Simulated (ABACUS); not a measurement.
# Os: 7 runs along one coordinate

System: Os (P6₃/mmc, 2 atoms in the cell).
Method: Kohn-Sham DFT of a periodic cell, LDA, GBRV ultrasoft 1.5 LDA, no spin polarisation (ABACUS 3.10.1).

The 7 runs differ only in the geometry, by an even scaling of the cell at fixed fractional positions. The structure derives from an entry of the Crystallography Open Database.

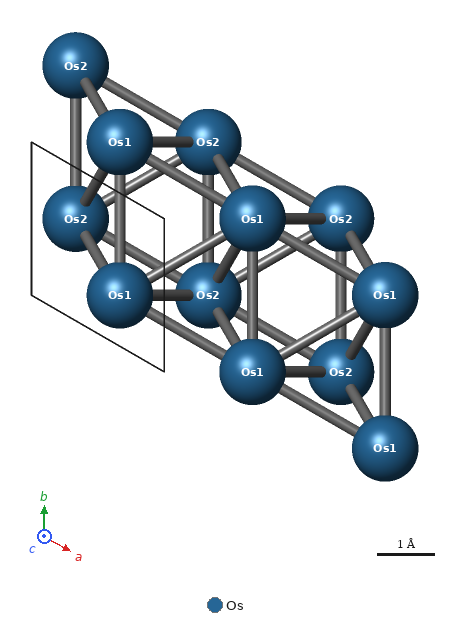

Figure 1. The structure of run 4 (ball-and-stick view of the cell of the calculation, repeated 3 × 2 × 1, along the c axis; atoms are numbered from 1 in the order of the input).

## Input of run 4
```python
"""ABACUS run from a structure file: ASE reads it, the script writes STRU, KPT and INPUT."""
import re
import subprocess
from ase.io import read
from ase.units import Bohr

atoms = read("POSCAR")
atoms = atoms[(-atoms.numbers).argsort(kind="stable")]  # ABACUS lists atoms element by element
pseudo = {'Os': 'os_lda_v1.2.uspp.F.UPF'}
orbital = {}
magmoms = None
kmesh = [9, 9, 5]
params = {
    'suffix': 'Os',
    'calculation': 'scf',
    'basis_type': 'pw',
    'pseudo_dir': './',
    'symmetry': 1,
    'dft_functional': 'pz',
    'ecutwfc': 40,
    'pseudo_rcut': 10,
    'nspin': 1,
    'nbands': 20,
    'ks_solver': 'dav',
    'smearing_method': 'fd',
    'smearing_sigma': 0.00367493,
    'scf_thr': 1e-08,
    'scf_nmax': 100,
    'mixing_type': 'broyden',
    'mixing_beta': 0.7,
    'cal_force': 1,
    'cal_stress': 1,
    'ecutrho': 320,
    'kpar': 4,
}

symbols = atoms.get_chemical_symbols()
elements = list(dict.fromkeys(symbols))
lines = ["ATOMIC_SPECIES"] + [f"{e} {atoms.get_masses()[symbols.index(e)]:.4f} {pseudo[e]}" for e in elements]
if orbital:
    lines += ["", "NUMERICAL_ORBITAL"] + [orbital[e] for e in elements]
lines += ["", "LATTICE_CONSTANT", f"{1 / Bohr:.10f}", "", "LATTICE_VECTORS"]
lines += [" ".join(f"{x:.10f}" for x in v) for v in atoms.cell]
lines += ["", "ATOMIC_POSITIONS", "Direct"]
for e in elements:
    lines += ["", e, "0.0", str(symbols.count(e))]
    for i, p in enumerate(atoms.get_scaled_positions(wrap=False)):
        if symbols[i] == e:
            mag = "" if magmoms is None else " mag " + " ".join(str(x) for x in (magmoms[i] if isinstance(magmoms[i], list) else [magmoms[i]]))
            lines.append(" ".join(f"{x:.10f}" for x in p) + " 1 1 1" + mag)
open("STRU", "w").write("\n".join(lines) + "\n")
open("KPT", "w").write("K_POINTS\n0\nGamma\n%d %d %d 0 0 0\n" % tuple(kmesh))
open("INPUT", "w").write("INPUT_PARAMETERS\n" + "".join(f"{k:<20s}{v}\n" for k, v in params.items()))

done = subprocess.run(['mpirun', '-np', '4', 'abacus'])
if done.returncode:
    raise SystemExit(done.returncode)
log = open("OUT.Os/running_scf.log").read()
print("final energy (eV):", re.findall(r"FINAL_ETOT_IS (\S+)", log))
```

## File POSCAR of run 4
```
Os
1.0
    2.7341000000      0.0000000000      0.0000000000
   -1.3670500000      2.3678000565      0.0000000000
    0.0000000000      0.0000000000      4.3197000000
Os
2
Direct
    0.6666666667      0.3333333333      0.7500000000
    0.3333333333      0.6666666667      0.2500000000
```

## File INPUT of run 4
```
INPUT_PARAMETERS
suffix              Os
calculation         scf
basis_type          pw
pseudo_dir          ./
symmetry            1
dft_functional      pz
ecutwfc             40
pseudo_rcut         10
nspin               1
nbands              20
ks_solver           dav
smearing_method     fd
smearing_sigma      0.00367493
scf_thr             1e-08
scf_nmax            100
mixing_type         broyden
mixing_beta         0.7
cal_force           1
cal_stress          1
ecutrho             320
kpar                4
```

## File STRU of run 4
```
ATOMIC_SPECIES
Os 190.2300 os_lda_v1.2.uspp.F.UPF

LATTICE_CONSTANT
1.8897261258

LATTICE_VECTORS
2.7341000000 0.0000000000 0.0000000000
-1.3670500000 2.3678000565 0.0000000000
0.0000000000 0.0000000000 4.3197000000

ATOMIC_POSITIONS
Direct

Os
0.0
2
0.6666666667 0.3333333333 0.7500000000 1 1 1
0.3333333333 0.6666666667 0.2500000000 1 1 1
```

## File KPT of run 4
```
K_POINTS
0
Gamma
9 9 5 0 0 0
```

Command:
```bash
OMP_NUM_THREADS=1 python run_abacus.py > log
```

Lattice vectors (Å) and fractional positions of run 4:
```
   2.734100    0.000000    0.000000
  -1.367050    2.367800    0.000000
   0.000000    0.000000    4.319700
Os  0.666667  0.333333  0.750000
Os  0.333333  0.666667  0.250000
```

Run 5 differs from it as follows:
```diff
-    2.7341000000      0.0000000000      0.0000000000
-   -1.3670500000      2.3678000565      0.0000000000
-    0.0000000000      0.0000000000      4.3197000000
+    2.7522071502      0.0000000000      0.0000000000
+   -1.3761035751      2.3834813086      0.0000000000
+    0.0000000000      0.0000000000      4.3483081185
-2.7341000000 0.0000000000 0.0000000000
--1.3670500000 2.3678000565 0.0000000000
-0.0000000000 0.0000000000 4.3197000000
+2.7522071502 0.0000000000 0.0000000000
+-1.3761035751 2.3834813086 0.0000000000
+0.0000000000 0.0000000000 4.3483081185
```

## Results, with one run withheld

| run | volume per atom (Å³) | free energy per atom, from the lowest run given (meV) | pressure (GPa) |
| --- | --- | --- | --- |
| 1 | 13.143 | 33.64 | 20.12 |
| 2 | 13.423 | 7.82 | 9.23 |
| 3 | 13.703 | 0.00 | −0.47 |
| 4 | 13.982 | 8.12 | −9.10 |
| 5 | 14.262 | ? | ? |
| 6 | 14.542 | 65.40 | −23.58 |
| 7 | 14.821 | 111.54 | −29.62 |

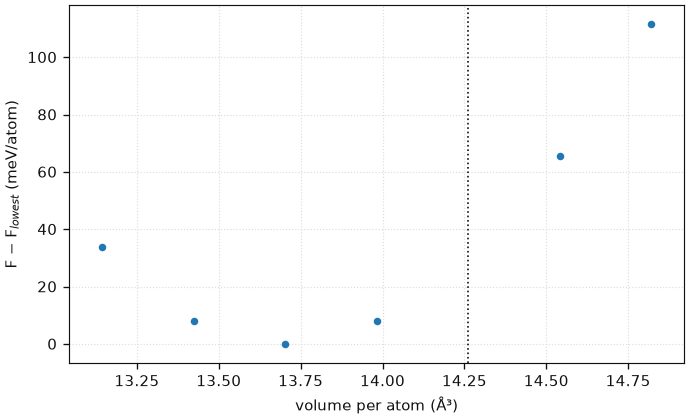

Figure 2. Free energy per atom of the runs given; the dotted line marks run 5.

Estimate the energy of run 5 from the others.

A cubic polynomial in V^(−2/3) (the Birch–Murnaghan form), fitted to the 6 runs given, misses them by at most 0.03 meV per atom. With x = V^(−2/3) − 0.17285 Å⁻², it reads F = 4.8166 − 5200 x + 1.397e+06 x² + 2.7814e+06 x³ (meV per atom). At run 5 it gives 30.42 meV per atom, and the run itself gives 30.43. The slope of the fit gives a pressure −dF/dV of −16.54 GPa there, and the run prints −16.77 GPa. The two needn't agree exactly: the fit is approximate, and the printed stress is taken on a finite basis. The fit has its minimum at 13.695 Å³ per atom, where V d²F/dV² gives 448 GPa. Cell shape and fractional positions are held, so this is the stiffness under even scaling; the relaxed bulk modulus wasn't computed.

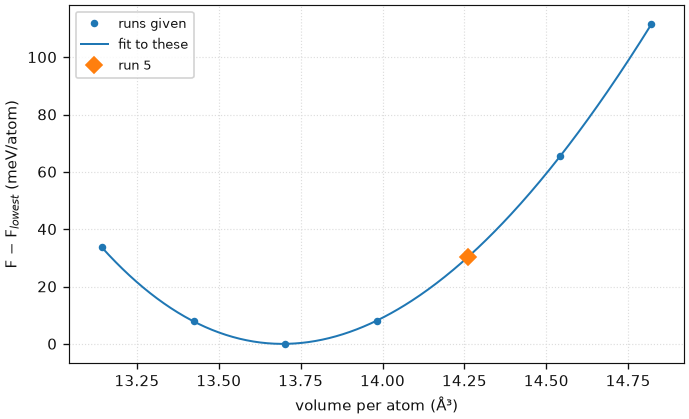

Figure 3. The fit and the withheld run.

## Some lines of the output (run 5)
```
[...]
                          Volume (Bohr^3) = 192.491
                             Volume (A^3) = 28.5241
 E_Fermi        1.9834348083         26.9860150042
 E_Fermi        1.8615680083         25.3279321276
 E_Fermi        1.8852075958         25.6495652159
 E_Fermi        1.8844575158         25.6393598543
 E_Fermi        1.8845457008         25.6405596726
 E_KS(sigma->0) -397.5628302445      -5409.1198043313
 E_Fermi        1.8845605729         25.6407620180
 final etot is -5409.1247921 eV
 EFERMI = 25.640762018 eV
 TOTAL-PRESSURE: -167.666240 KBAR
 !FINAL_ETOT_IS -5409.1247921358180974 eV
```

Notes: Spin–orbit coupling is left out, which matters for Os.
